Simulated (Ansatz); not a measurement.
## Run report: Ta4N5, field-gradient calculation

Ta4N5 (I4/m, 9 atoms in the cell), computed with DFT LDA, scalar-relativistic, plane waves, PAW, no spin polarisation (Ansatz 0.2.0).

The structure derives from a Materials Project entry. It belongs to a series of runs on one base structure; here: field gradients and polarisation.

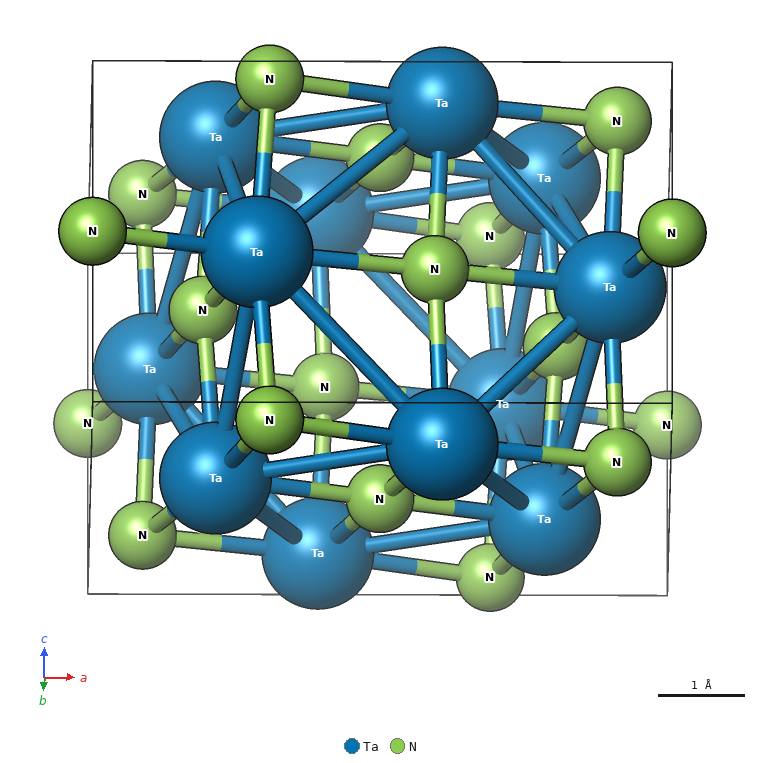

The input geometry (ball-and-stick view of the cell 2 times as large as that of the calculation, set on its symmetry axes, seen at an oblique angle). An atom can appear more than once, as a periodic image.

The input:
```yaml
crystal:
  lattice:
    - [-3.391879313, 3.391879313, 2.1152421016]
    - [3.391879313, -3.391879313, 2.1152421016]
    - [3.391879313, 3.391879313, -2.1152421016]
  atoms:
    - { symbol: Ta, position: [0.7846847702, 0.6049050536, 0.3895898238] }
    - { symbol: Ta, position: [0.3950949464, 0.7846847702, 0.1797797166] }
    - { symbol: Ta, position: [0.6049050536, 0.2153152298, 0.8202202834] }
    - { symbol: Ta, position: [0.2153152298, 0.3950949464, 0.6104101762] }
    - { symbol: "N", position: [0.5, 0.5, 0.0] }
    - { symbol: "N", position: [0.9079668579, 0.3063401452, 0.2143070032] }
    - { symbol: "N", position: [0.6936598548, 0.9079668579, 0.6016267127] }
    - { symbol: "N", position: [0.3063401452, 0.0920331421, 0.3983732873] }
    - { symbol: "N", position: [0.0920331421, 0.6936598548, 0.7856929968] }
basis:
  ecutwfc: 420
kpoints:
  mp_grid: { grid: [10, 10, 10] }
hamiltonian:
  xc: lda
scf:
  occupations: { method: fermi_dirac, width: 0.15 }
output:
  forces: true
  stress: true
  eigenvalues: true
  efg: {}
checkpoint:
  read: start.run
  write: ck
  compress: false
  write_wavefunctions: false
  write_every: 100000
```

Command:
```bash
ansatz run input.yaml --threads 4 --pin off --max-ram 12288MiB --backend cpu --events-out ev --progress --plain --runs-dir out
```

What the program printed:
```
band count auto-derived: 49 (N_el = 77.0; filled up to band 39; 48 by the electrons, moments and atoms)
Ta: output.efg is read without spin–orbit coupling, which moves field gradients at and beside such atoms by some per cent and up to a factor of two; PAW files take it under magnetization.noncollinear and magnetization.spin_orbit
Engine: ansatz 0.2.0, x86_64-unknown-linux-gnu
Pseudopotentials: kind: paw
Pseudopotential: Ta, paw, valence charge 13, recommended cutoff 420 eV (normal), Ta.paw.azcp
Pseudopotential: N, paw, valence charge 5, recommended cutoff 420 eV (normal), N.paw.azcp
Functional definition: SPW92
  exchange = slater_x
  correlation = pw_c
Crystal: 9 atoms, lattice volume = 97.342 Å³
Basis set: ecut = 420 eV, 1899 PW (Γ)
Bands: 49, of which v1, the nominal top of the filled ones, is band 39 counted from 1 (38 counted from 0)
Symmetry: 8 space group operations
Space group: I4/m (ITA 87), of the structure as read, at distance tolerance 4.6e-5 Å
k-points: 144 of 1000
Non-local potential: Ta, projectors of the file, l = 0: 3, l = 1: 2, l = 2: 2, l = 3: 1
Non-local potential: N, projectors of the file, l = 0: 2, l = 1: 2, l = 2: 1
PAW form: soft (Blöchl's): semilocal exchange-correlation on the pseudo side does not see the compensation charge
PAW frozen core: Ta, regenerated for the run's functional, and the local potential with it (the file was generated under x = pbe(κ = 0.804, μ = 0.2195149727645171), c = pbe(β = 0.06672455060314922))
PAW frozen core: N, regenerated for the run's functional, and the local potential with it (the file was generated under x = pbe(κ = 0.804, μ = 0.2195149727645171), c = pbe(β = 0.06672455060314922))
PAW one-centre angular grid: Ta, 590 points (default); XC on 64 Gauss nodes
PAW one-centre angular grid: N, 110 points (default); XC on 64 Gauss nodes
Initial density: read from a saved state, or passed on in memory by an earlier SCF of this step, an earlier step, the calling program or the single point that the run made first
Stability of the state it starts from, as read at its close in the unpolarized treatment: not read negative (Ritz values of 1 − χ₀K, real part plus size of imaginary part, from 1.0 to 1.0, by its mixing steps under the symmetry group of the SCF that read it)
Initial wavefunctions: pseudopotential atomic-orbital guess
Functional: x = slater, c = lda
iter 1 solved again at ethr=5.19e-8 eV; its pass at ethr=3.10e-3 eV (dr2=3.99e-5 eV) is discarded
SCF iter   1: F=—  HF=-40611.651880 eV  |F-HF|=—  |Δ(HF+E_count)|=         —  Δρ=7.72e-7  dr2=4.60e-10  ethr=5.19e-8  ⟨swp⟩=4.3  Hψ=50523  notcnv=0
eigensolver tolerance schedule: the retry pair's looser diagonalisation over-reported the residual by 86895.83 of it (diagonalisation noise at an unbounded share of the residual, at the tolerance the schedule requests for it); recorded, not acted on — ethr = c·dr2/N_el stays at c = 1.0e-1
preconditioner: auto → LDOS  [metal: Δε(μ)=0.032 eV  Ē_g=9.978 eV  σ=0.150 eV  W_gap=0.05  n_scr=36 (ndim 8)  ℏωp=25.2 eV  f_vac=0.015  D(μ)=1.69/eV (n_scr^D=12)  β→1.0]
SCF iter   2: F=-40611.651880 eV  HF=-40611.651880 eV  |F-HF|=1.64e-9  |Δ(HF+E_count)|=   8.75e-8  Δρ=1.45e-6  dr2=1.88e-9  ethr=1.00e-12  ⟨swp⟩=9.9  Hψ=32174  notcnv=0
SCF 1 converged in 2 iterations: F = -40611.651880 eV  dr2 = 1.88e-9
  greatest PAW one-centre occupation: 1.000 electrons in one spin orbital (limit 2), on the Ta atom at site 3 (counted from 0), in its partial waves of l = 0
SCF converged after 2 iterations
Free energy (F): -40611.651880 eV
Harris-Foulkes:  -40611.651880 eV  (|F-HF|=1.64e-9)
Internal energy: -40611.521512 eV  (E = F + TS)
E sigma→0 (E₀):  -40611.586696 eV
Entropy (-TS):   -0.130368 eV (-14.485 meV/atom)
Fermi energy:    18.416002 eV
--- Per-component energies (eV) ---
  E_band       = -326.547196
  E_kinetic    = 2132.970630
  E_local      = -3178.667662  (includes V_loc(G=0)·N_el)
  E_nonlocal   = 316.940564
  E_hartree    = 1091.500943
  E_xc         = -1171.048494
  E_vxc        = -1204.349312  (∫ρ·V_xc dr)
  E_paw        = -33188.752770  (= ΣΔE_a)
  E_vpaw       = -576.444345  (= ΣTr[D̂ρ^β])
  E_aug_tail   = 0.001088  (compensation charges beyond the density's cutoff)
  E_ewald      = -6615.901642
  E_core_change = 1.435831  (= ΣΔE_core)
  E_smearing   = -0.130368  (= −TS)
  E_closure    = 0.000000  (closes the sum)
  Σ components = -40611.651880   (vs F -40611.651880, Δ=0.00e0)
--- Forces (eV/Å), atoms counted from 1 ---
  atom   1  Ta    -0.00014347     0.00075746    -0.00000000
  atom   2  Ta     0.00075746     0.00014347     0.00000000
  atom   3  Ta    -0.00075746    -0.00014347     0.00000000
  atom   4  Ta     0.00014347    -0.00075746     0.00000000
  atom   5  N      0.00000000     0.00000000     0.00000000
  atom   6  N      0.00024531     0.00045780    -0.00000000
  atom   7  N      0.00045780    -0.00024531     0.00000000
  atom   8  N     -0.00045780     0.00024531    -0.00000000
  atom   9  N     -0.00024531    -0.00045780     0.00000000
  max |Σ_I F_I| component: 1.30e-18 eV/Å
--- Stress (GPa, compression-positive) ---
        0.004898       0.000000       0.000000
       -0.000000       0.004898      -0.000000
        0.000000      -0.000000       0.001811
  P = ⅓ Tr σ = 0.0039 GPa (0.039 kbar)
--- PAW observables at the nuclei: V_zz in 10²¹ V/m², potentials from the cell's mean, atoms counted from 1 ---
  atom   1  Ta V_zz =    -1.691722   η = 0.7845   by run symmetry: allowed
            electrostatic potential = -14498.688662 V   contact ρ = none
  atom   2  Ta V_zz =    -1.691722   η = 0.7845   by run symmetry: allowed
            electrostatic potential = -14498.688662 V   contact ρ = none
  atom   3  Ta V_zz =    -1.691722   η = 0.7845   by run symmetry: allowed
            electrostatic potential = -14498.688662 V   contact ρ = none
  atom   4  Ta V_zz =    -1.691722   η = 0.7845   by run symmetry: allowed
            electrostatic potential = -14498.688662 V   contact ρ = none
  atom   5  N  V_zz =    -0.052489   η = 0.0000   by run symmetry: allowed
            electrostatic potential = -527.701729 V   contact ρ = none
  atom   6  N  V_zz =    +0.420637   η = 0.6522   by run symmetry: allowed
            electrostatic potential = -527.555616 V   contact ρ = none
  atom   7  N  V_zz =    +0.420637   η = 0.6522   by run symmetry: allowed
            electrostatic potential = -527.555616 V   contact ρ = none
  atom   8  N  V_zz =    +0.420637   η = 0.6522   by run symmetry: allowed
            electrostatic potential = -527.555616 V   contact ρ = none
  atom   9  N  V_zz =    +0.420637   η = 0.6522   by run symmetry: allowed
            electrostatic potential = -527.555616 V   contact ρ = none
--- Band table (eV; the first three rows and the last of 144) ---
  k-point 0: bands = ["-50.5975", "-50.5163", "-50.5105", "-50.5105", "-17.5562", "-17.5523", "-17.3891", "-17.3891", "-17.3779", "-17.3779", "-17.1907", "-17.0458", "-16.9867", "-16.9363", "-16.8161", "-16.8161", "0.6485", "2.5465", "2.5465", "3.0295", "3.3955", "11.0993", "11.0993", "11.5773", "11.7776", "12.0525", "12.6320", "12.6320", "12.7680", "12.7791", "13.4347", "13.4347", "14.0324", "15.7939", "15.8912", "15.8912", "17.0996", "17.0996", "17.4393", "19.0125", "19.3377", "19.5453", "19.5453", "20.0676", "20.0676", "20.2557", "20.9373", "22.2014", "22.3701"]
  k-point 1: bands = ["-50.5958", "-50.5211", "-50.5103", "-50.5075", "-17.5651", "-17.5402", "-17.4040", "-17.3890", "-17.3785", "-17.3698", "-17.1760", "-17.0354", "-16.9883", "-16.9390", "-16.8336", "-16.8160", "0.7118", "2.4853", "2.5460", "2.9978", "3.4152", "10.9796", "11.0081", "11.7639", "11.8021", "12.0061", "12.5726", "12.7841", "12.8125", "12.9806", "13.4207", "13.4794", "13.9240", "15.5566", "15.6774", "15.8081", "17.0301", "17.0810", "17.6204", "18.7245", "19.2933", "19.5793", "19.8892", "20.0577", "20.0852", "20.4776", "21.1196", "22.2801", "22.5316"]
  k-point 2: bands = ["-50.5910", "-50.5296", "-50.5099", "-50.5043", "-17.5857", "-17.4983", "-17.4403", "-17.4130", "-17.3801", "-17.3276", "-17.1415", "-17.0126", "-16.9921", "-16.9472", "-16.8827", "-16.8159", "0.8935", "2.3476", "2.5427", "2.9055", "3.4343", "10.8230", "10.8933", "11.8717", "11.8895", "12.1520", "12.5833", "12.8255", "13.0522", "13.3036", "13.3802", "13.6137", "13.7615", "14.8628", "15.4207", "15.6278", "16.7219", "16.9898", "17.9086", "18.6306", "19.3326", "19.6490", "19.7079", "20.0699", "20.7541", "20.7838", "21.5593", "22.3649", "22.4065"]
  k-point 143: bands = ["-50.5515", "-50.5515", "-50.5199", "-50.5123", "-17.5914", "-17.5582", "-17.4397", "-17.3251", "-17.3251", "-17.1903", "-17.1005", "-17.1005", "-17.0478", "-17.0478", "-16.9177", "-16.8002", "2.0373", "2.2191", "2.2191", "2.4613", "3.1083", "10.9404", "10.9404", "11.3122", "11.3273", "12.4481", "13.5228", "13.5228", "13.5319", "13.5782", "13.5847", "13.6728", "13.6728", "14.4690", "14.9627", "14.9627", "15.1933", "16.4556", "16.6850", "17.8891", "17.8891", "21.0780", "21.3085", "21.3085", "21.8353", "21.9181", "21.9181", "22.0104", "22.6429"]
```

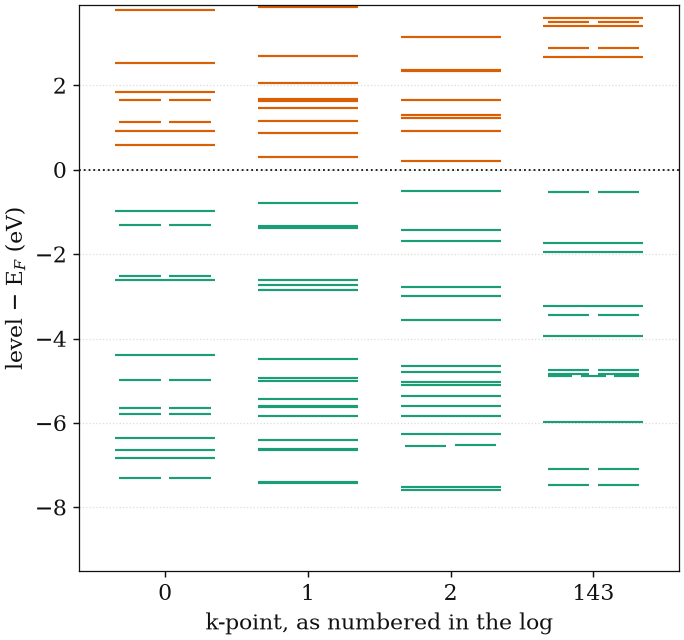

Kohn–Sham levels near the Fermi level (dotted) at the few k-points that the log prints; levels within 0.02 eV of each other stand side by side. The system is metallic on the full mesh.

Results in brief:

| quantity | value |
| --- | --- |
| outcome | converged |
| space group (tolerance 0.01 Å) | I4/m (87) |
| electrons treated | 77 |
| free energy | −40611.6519 eV |
| Fermi energy | 18.416 eV |
| gap on the k-point mesh | none (metallic) |
| pressure | 0.00 GPa |
| field gradient V_zz (10²¹ V/m²) | Ta −1.69, Ta −1.69, Ta −1.69, Ta −1.69, N −0.0525, N 0.42, N 0.42, N 0.42 (the first 8 of 9 sites) |
| largest force (length of the vector) | 0.001 eV/Å |
| hardware | 4 threads of Intel Xeon @ 2.50GHz (Skylake/Cascade Lake), 189 GiB of memory available, shared host |
| wall time | 17 s (CPU time 59 s) |
| peak memory | 0.78 GiB |

Results for this metal are sensitive to the k-point mesh. The program warns: the field gradients leave out spin–orbit coupling. Spin–orbit coupling is left out, which matters for Ta. The cell holds an odd number of electrons but the run has no spin polarisation, so a band is left half filled.
